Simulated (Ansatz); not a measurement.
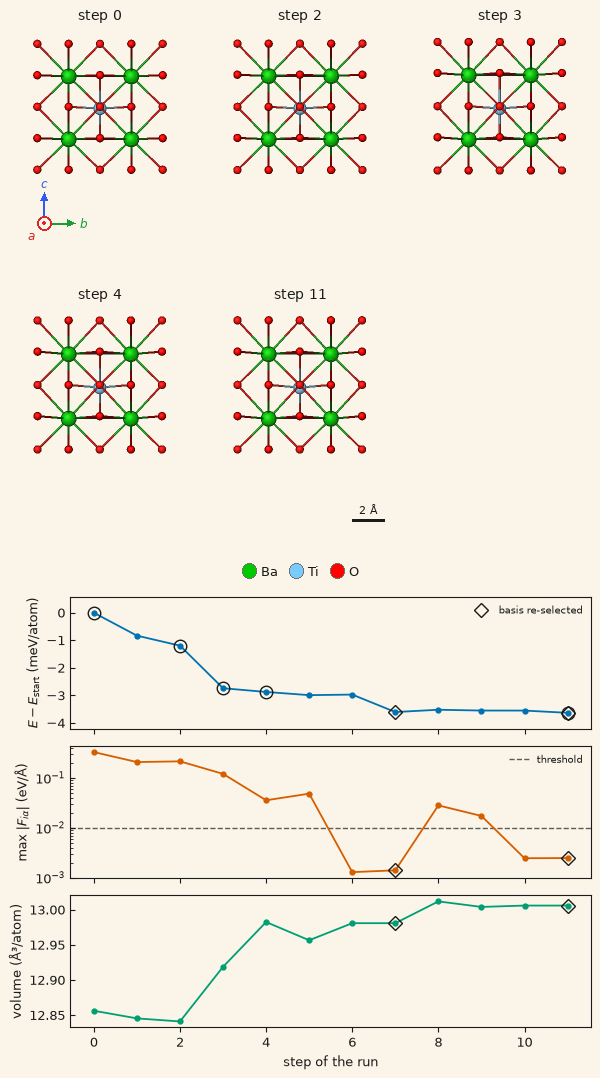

Frames of a relaxation of solid BaTiO₃ (set up in P4mm), marked on the history of the run. Style: ball-and-stick. Shown: the cell of the calculation, along the a axis.

The run lets cell and atoms move.

All numbers below come from Kohn-Sham DFT of a periodic cell, PBE with D4, Ansatz PAW in Ansatz.

Input file:
```yaml
crystal:
  lattice:
    - [3.9998, 0.0, 0.0]
    - [0.0, 3.9998, 0.0]
    - [0.0, 0.0, 4.018]
  atoms:
    - { symbol: Ba, position: [0.0, 0.0, 0.0] }
    - { symbol: Ti, position: [0.5, 0.5, 0.49] }
    - { symbol: O, position: [0.0, 0.5, 0.517] }
    - { symbol: O, position: [0.5, 0.0, 0.517] }
    - { symbol: O, position: [0.5, 0.5, 0.019] }
hamiltonian:
  xc: pbe
  pseudopotentials: { kind: paw }
  dispersion: d4
kpoints:
  mp_grid: { grid: [7, 7, 7] }
scf:
  occupations: { method: fermi_dirac, width: 0.05 }
output:
  forces: true
  stress: true
relax:
  f_tol: 0.01
  max_steps: 40
  cell: { stress_tol: 0.05 }
```

Launched with:
```bash
ansatz run input.yaml --threads 2 --pin off --max-ram 5120MiB --backend cpu --events-out ev --progress --plain --runs-dir out
```

Question: What happens along the run?

Answer: The energy falls by 3.6 meV per atom in 9 accepted moves (11 points after the start). The largest force component goes from 0.33 to 0.0025 eV/Å. The pressure goes from −0.45 to 0.00 GPa. The SCF was repeated twice at an unchanged geometry on a basis and grid sized afresh for the cell, which shifted the energy by 0.6 meV per atom at most. An O atom moves most relative to the cell: 0.063 Å along +c. Largest moves by element: O 0.063 Å, Ti 0.053 Å, Ba 0.026 Å. The drawn cell changes as follows: a = b 4.000 → 3.973 Å (−0.7 %), c 4.018 → 4.120 Å (+2.5 %); the volume changes by +1.2 %. Near-neighbour distances that change, for instance: O–Ti 2.126 → 2.295 Å, O–Ti 1.892 → 1.825 Å, Ba–O 2.884 → 2.937 Å, Ba–Ti 3.493 → 3.525 Å. Bond angles that change, for instance: Ti–O–Ti 173.8° → 170.1°, O–Ti–O 173.8° → 170.1°, Ba–O–Ba 176.9° → 173.2°. The space group stays P4mm (No. 99). From step 0 to 2: an O atom moves most (0.02 Å), volume −0.1 %, energy −1.2 meV per atom. From step 2 to 3: an O atom moves most (0.04 Å), volume +0.6 %, energy −1.5 meV per atom. From step 3 to 4: volume +0.5 %, energy −0.1 meV per atom. From step 4 to 11: volume +0.2 %, energy −0.8 meV per atom.

| step | E − E(0), meV/atom | largest force component, eV/Å | pressure, GPa | volume, Å³/atom | note |
| --- | --- | --- | --- | --- | --- |
| 0 | 0.00 | 0.3304 | -0.45 | 12.856 |  |
| 1 | -0.83 | 0.2083 | -0.15 | 12.845 |  |
| 2 | -1.19 | 0.2153 | 0.04 | 12.841 |  |
| 3 | -2.74 | 0.1207 | 0.52 | 12.919 |  |
| 4 | -2.87 | 0.0357 | 0.16 | 12.983 |  |
| 5 | -2.99 | 0.0484 | 0.37 | 12.957 |  |
| 6 | -2.97 | 0.0013 | 0.02 | 12.981 |  |
| 7 | -3.60 | 0.0014 | 0.10 | 12.981 | same geometry, new basis |
| 8 | -3.52 | 0.0282 | -0.07 | 13.012 |  |
| 9 | -3.55 | 0.0173 | 0.07 | 13.004 |  |
| 10 | -3.55 | 0.0025 | 0.00 | 13.006 |  |
| 11 | -3.63 | 0.0025 | 0.00 | 13.006 | same geometry, new basis |
